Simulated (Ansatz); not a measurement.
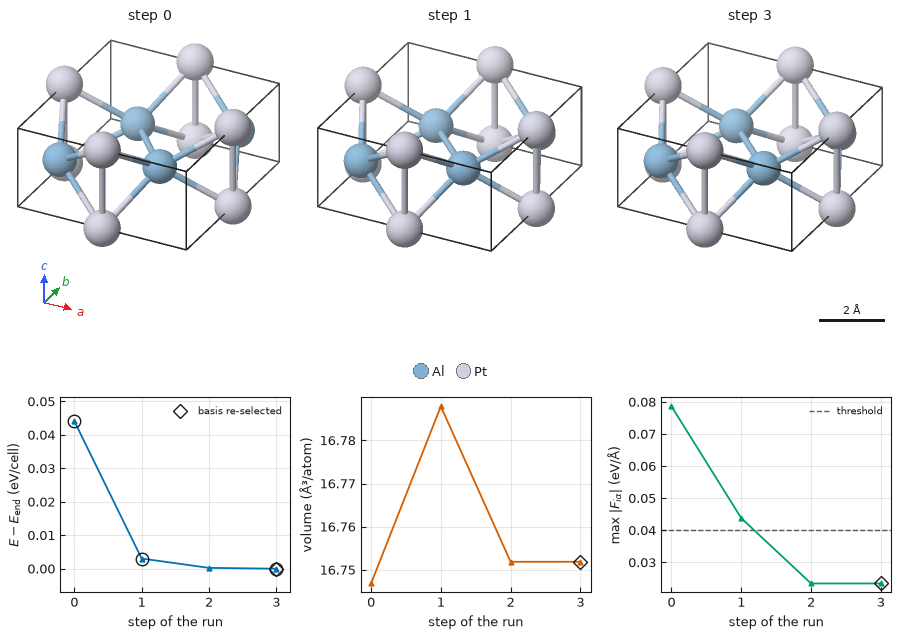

Frames of a relaxation of a crystal of Al₂Pt (a generated structure, set up in Pbam) (coarse preliminary run), marked on the history of the run. A ball-and-stick model of the cell of the calculation, seen from a free direction.

Theory: DFT PBE, scalar-relativistic, plane waves, PAW in Ansatz 0.2.0.

Input file:
```yaml
crystal:
  lattice:
    - [5.8488132202, 0.0, 0.0]
    - [0.0, 6.1985209772, 0.0]
    - [0.0, 0.0, 2.7715872774]
  atoms:
    - { symbol: Al, position: [0.6572247811, 0.3339035603, 0.5] }
    - { symbol: Al, position: [0.3427752189, 0.6660964397, 0.5] }
    - { symbol: Al, position: [0.1572247811, 0.1660964397, 0.5] }
    - { symbol: Al, position: [0.8427752189, 0.8339035603, 0.5] }
    - { symbol: Pt, position: [0.0, 0.5, 0.0] }
    - { symbol: Pt, position: [0.5, 0.0, 0.0] }
basis:
  ecutwfc: 420
kpoints:
  mp_grid: { grid: [4, 4, 6] }
hamiltonian:
  xc: pbe
scf:
  occupations: { method: gaussian, width: 0.1 }
  lower_state_search: "off"
output:
  forces: true
  stress: true
  eigenvalues: true
relax:
  adjacent_minimum: "off"
  f_tol: 0.04
  max_steps: 70
  cell: { stress_tol: 0.4 }
```

Command:
```bash
ansatz run input.yaml --threads 1 --pin off --max-ram 2560MiB --backend cpu --events-out ev --progress --plain --runs-dir out
```

**What happens along the run?**

Over 2 accepted moves (3 points after the start) the energy falls by 44.1 meV per cell of the calculation. The largest force component goes from 0.079 to 0.023 eV/Å. Pressure: 0.00 GPa at the start and 0.11 GPa at the end. At 1 point the geometry stayed and the basis and grid were re-selected for the new cell (energy shift of 0.3 meV per cell of the calculation at most each time). The largest moves relative to the cell, 0.042 Å, are those of Al1, Al2, Al3 and Al4. Al4 goes along [−2 1 0]. Pt stays in place. The drawn cell changes at constant volume: a 5.849 → 6.032 Å (+3.1 %), b 6.199 → 6.024 Å (−2.8 %), c 2.772 → 2.766 Å (−0.2 %). Near-neighbour distances that change, for instance: Al1–Al2 2.761 → 2.780 Å, Al1–Pt6 2.655 → 2.648 Å, Pt5–Pt5 2.772 → 2.766 Å, Al1–Al1 2.772 → 2.766 Å. The space group (tolerance 0.01 Å) goes from Pbam (No. 55) to P4/mbm (No. 127). The run took 21 s on 1 thread of Intel(R) Xeon(R) Processor @ 2.70GHz, on a shared host, peak memory 0.43 GiB. From step 0 to 1: Al atoms move most (0.05 Å), volume +0.2 %, energy −41.1 meV per cell of the calculation. From step 1 to 3: volume −0.2 %, energy −3.0 meV per cell of the calculation.

Limits of the set-up: the k-point mesh is coarse for a cell with partly filled bands.
